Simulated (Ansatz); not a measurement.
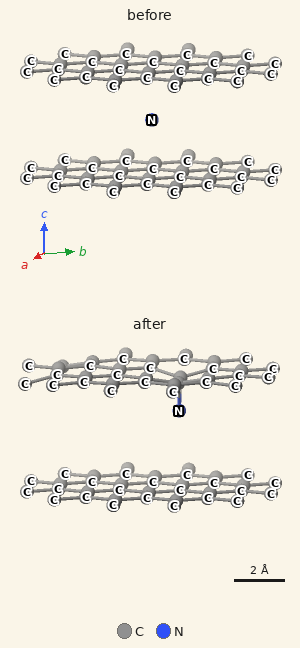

The structure of a defect cell of composition C$_{28}$N before (top) and after (bottom) a relaxation, at one scale.

The picture is a ball-and-stick view of the atoms within 5.8 Å of the atom that moves most (axes of the larger cell on standard axes (3 times the calculation's cell) (origin shifted)), seen slightly off an axis.

Case: N interstitial, charge +0, atoms relaxed. The atoms of the start lie slightly off their symmetric places, so part of the fall in energy undoes that.

The calculation used DFT PBE, scalar-relativistic, plane waves, PAW in Ansatz. Set-up: plane-wave cutoff 420 eV; k-point mesh 4 × 4 × 4; occupations gaussian; smearing width 0.1 eV; no spin polarisation; atoms relaxed in a fixed cell; force threshold 0.02 eV/Å; at most 60 steps.

What changed between the two?

Answer. The N atom moves most: 1.34 Å in a general direction near [1 3 1]. By element the largest moves are N 1.34 Å, C 0.24 Å. The lattice vectors keep their values. Among the contacts that change: C–N 2.545 → 1.459 Å, C–C 1.424 → 1.527 Å, C–C 1.424 → 1.460 Å, C–C 1.424 → 1.405 Å. New bonds form, among them: C–N (2.54 → 1.46 Å), C–N (2.55 → 1.46 Å). Among the angles between lasting bonds that change: C–C–C 120.0° → 117.9°. The energy falls by 3.041 eV per cell of the calculation in 11 geometry steps. The largest force component goes from 0.39 to 0.014 eV/Å. Cost: 8.8 min on 4 threads of Arm Neoverse V1, on a shared host, peak memory 1.4 GiB.

Limits of the set-up: the cell has an odd number of electrons but was run without spin polarisation; the periodic images lie only 6.5 Å apart, so the values are limited by the cell's size.
